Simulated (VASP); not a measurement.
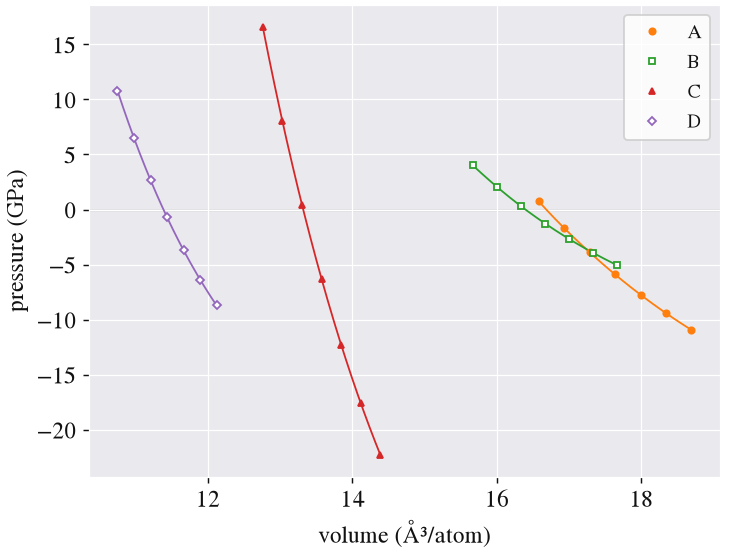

The plot gives the computed pressure against volume, with one curve for each element, for Al, Cu, Ru and Ti (all in space group P6_3/mmc (No. 194)). The labels are replaced by letters.

Method: plane-wave DFT, no spin polarisation; energies at scaled volumes of the given cell, shape and fractions fixed, counted from the fit's minimum, third-order Birch-Murnaghan fit (VASP 6.6.1). Level: PBEsol.

```tsv
setting	value
occupations	Fermi–Dirac
smearing width	0.05 eV
potentials	VASP PAW PBE potentials, recommended
wave cutoff	520 eV
```

> Which letter stands for which compound?

A: Ti; B: Al; C: Ru; D: Cu.

Note: shape and atomic fractions are frozen while scaling, which makes layered, chain and framework solids too stiff.
